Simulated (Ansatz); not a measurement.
Ta16N17 (slab)

Input file:

```
crystal:
  lattice:
    - [5.0047014653, 0.0, 0.0]
    - [-2.5023507326, 6.0362389485, 0.0]
    - [0.0, 0.0, 26.2219339554]
  atoms:
    - { symbol: "N", position: [0.7845060195, 0.2356787057, 0.2860200934] }
    - { symbol: Ta, position: [0.2356787057, 0.4713574114, 0.2993938376] }
    - { symbol: "N", position: [0.6868513919, 0.7070361171, 0.3127675818] }
    - { symbol: Ta, position: [0.4713574114, 0.9427148228, 0.3261413259] }
    - { symbol: "N", position: [0.2558634309, 0.1783935286, 0.3395150701] }
    - { symbol: Ta, position: [0.7070361171, 0.4140722343, 0.3528888142] }
    - { symbol: "N", position: [0.1582088033, 0.64975094, 0.3662625584] }
    - { symbol: Ta, position: [0.9427148228, 0.8854296457, 0.3796363026] }
    - { symbol: "N", position: [0.7272208424, 0.1211083514, 0.3930100467] }
    - { symbol: Ta, position: [0.1783935286, 0.3567870571, 0.4063837909] }
    - { symbol: "N", position: [0.6295662147, 0.5924657628, 0.419757535] }
    - { symbol: Ta, position: [0.4140722343, 0.8281444685, 0.4331312792] }
    - { symbol: "N", position: [0.1985782538, 0.0638231742, 0.4465050234] }
    - { symbol: Ta, position: [0.64975094, 0.29950188, 0.4598787675] }
    - { symbol: "N", position: [0.1009236262, 0.5351805857, 0.4732525117] }
    - { symbol: Ta, position: [0.8854296457, 0.7708592914, 0.4866262558] }
    - { symbol: "N", position: [0.6699356652, 0.0065379971, 0.5] }
    - { symbol: Ta, position: [0.1211083514, 0.2422167028, 0.5133737442] }
    - { symbol: "N", position: [0.5722810376, 0.4778954085, 0.5267474883] }
    - { symbol: Ta, position: [0.3567870571, 0.7135741142, 0.5401212325] }
    - { symbol: "N", position: [0.1412930766, 0.9492528199, 0.5534949766] }
    - { symbol: Ta, position: [0.5924657628, 0.1849315256, 0.5668687208] }
    - { symbol: "N", position: [0.043638449, 0.4206102314, 0.580242465] }
    - { symbol: Ta, position: [0.8281444685, 0.6562889371, 0.5936162091] }
    - { symbol: "N", position: [0.6126504881, 0.8919676428, 0.6069899533] }
    - { symbol: Ta, position: [0.0638231742, 0.1276463485, 0.6203636974] }
    - { symbol: "N", position: [0.5149958604, 0.3633250542, 0.6337374416] }
    - { symbol: Ta, position: [0.29950188, 0.5990037599, 0.6471111858] }
    - { symbol: "N", position: [0.0840078995, 0.8346824656, 0.6604849299] }
    - { symbol: Ta, position: [0.5351805857, 0.0703611713, 0.6738586741] }
    - { symbol: "N", position: [0.9863532719, 0.306039877, 0.6872324182] }
    - { symbol: Ta, position: [0.7708592914, 0.5417185828, 0.7006061624] }
    - { symbol: "N", position: [0.5553653109, 0.7773972885, 0.7139799066] }
basis:
  ecutwfc: 420
kpoints:
  mp_grid: { grid: [8, 6, 1] }
hamiltonian:
  xc: pbesol
scf:
  occupations: { method: gaussian, width: 0.1 }
output:
  forces: true
  eigenvalues: true
  write_density: true
  write_potential: true
  elf: true
  volumetric_format: npy
relax:
  adjacent_minimum: "off"
  f_tol: 0.02
  max_steps: 60
efield:
  axis: 3
  dipole_correction: true
  ramp_width: 0.04
```

Run with:

```sh
ansatz run input.yaml --threads 4 --pin off --max-ram 10240MiB --backend cpu --events-out ev --progress --plain --runs-dir out
```

The fields are those of the run's last geometry, not of the input's.

Computed without spin polarisation.

Method: DFT PBEsol, scalar-relativistic, plane waves, PAW in Ansatz 0.2.0.

Core electrons are frozen (PAW), and the valence fields are smoothed inside the atomic spheres.

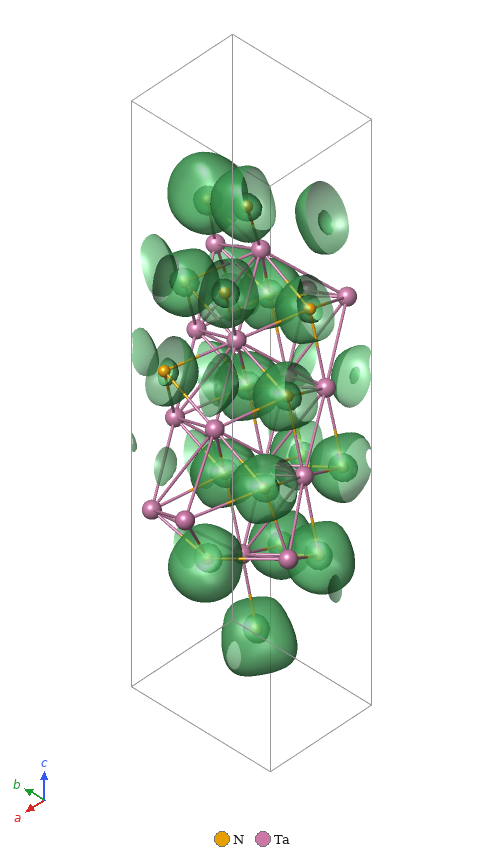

Figure 1. Isosurface of the electron localisation function at 0.6 (green), seen at an oblique angle. Core shells and regions of very low density are left out. Sticks mark near contacts.

Question: Where are the electrons localised?

Answer: At this value the surface marks out 17 regions wrapped around N (the valence shell of each), counted in one cell of 33 atoms. Counts are for one cell; the picture repeats the cell along the surface.


Ta–N (2.00 Å): the ELF peaks at about 0.80 in the valence shell of N, 0.6 Å from its nucleus, and drops to about 0.25 between the two atoms; no localised pair shows between them. Ta–Ta (2.69 Å): the ELF is about 0.40 at the midpoint.

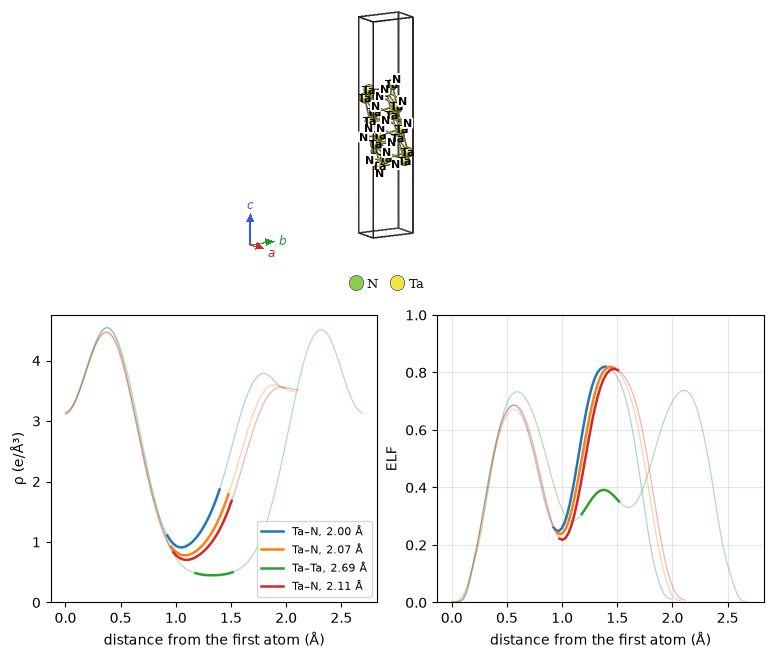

Figure 2. Valence electron density and electron localisation function along straight lines between neighbouring atoms. Thin, pale parts lie inside the atomic spheres. The structure is drawn too.

Question: What can be read from the curves?

Answer: Ta–N (2.00 Å): ρ at the midpoint is about 0.94 e/Å³; the ELF peaks at about 0.80 in the valence shell of N, 0.6 Å from its nucleus, and drops to about 0.25 between the two atoms; no localised pair shows between them.
Ta–N (2.07 Å): the density is about 0.8 e/Å³ at the midpoint; the ELF peaks at about 0.80 in the valence shell of N, 0.6 Å from its nucleus, and is about 0.25 at the midpoint: no localised pair shows between them.
Ta–Ta (2.69 Å): the density is about 0.45 e/Å³ at the midpoint; the ELF is about 0.40 at the midpoint.
Ta–N (2.11 Å): ρ is about 0.72 e/Å³ halfway; the ELF peaks at about 0.80 in the valence shell of N, 0.6 Å from its nucleus, and is about 0.25 at the midpoint: no localised pair shows between them.

Question: Does the calculation make it a metal, or give it a gap?

Answer: It is gapless in this calculation (a metal or semimetal).
